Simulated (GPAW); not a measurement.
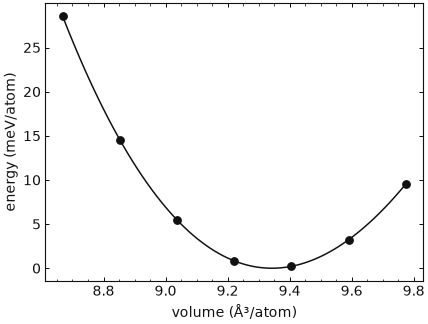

The figure shows the energy against volume for MgO, space group Fm-3m (No. 225).

Structure:
```yaml
crystal:
  lattice:
    - [0.00000, 2.09700, 2.09700]
    - [2.09700, 0.00000, 2.09700]
    - [2.09700, 2.09700, 0.00000]
  atoms:
    - { symbol: Mg, position: [0.00000, 0.00000, 0.00000] }
    - { symbol: O, position: [0.50000, 0.50000, 0.50000] }
```

Method: PAW DFT in plane waves, on a grid or in atomic orbitals, no spin polarisation; energies at scaled volumes of the given cell, shape and fractions fixed, counted from the fit's minimum, third-order Birch-Murnaghan fit (GPAW 26.7.0). Level: r2SCAN.

- k mesh: 11×11×11
- occupations: Fermi–Dirac
- smearing width: 0.05 eV
- potentials: GPAW PAW data sets (gpaw data 1.2.1)
- wave cutoff: 800 eV
- program settings: basis pw

From this curve and the settings, what does the calculation give for the pressure at the same points?

The pressure falls from 14.29 GPa at volume 8.6681 Å³/atom to −6.99 GPa at 9.7747 Å³/atom, and changes sign near 9.34 Å³/atom.

```json
{"volume (Å³/atom)": "8.6681", "pressure (GPa)": "14.29"}
{"volume (Å³/atom)": "8.8525", "pressure (GPa)": "9.79"}
{"volume (Å³/atom)": "9.0370", "pressure (GPa)": "5.72"}
{"volume (Å³/atom)": "9.2214", "pressure (GPa)": "2.05"}
{"volume (Å³/atom)": "9.4058", "pressure (GPa)": "-1.27"}
{"volume (Å³/atom)": "9.5902", "pressure (GPa)": "-4.28"}
{"volume (Å³/atom)": "9.7747", "pressure (GPa)": "-6.99"}
```
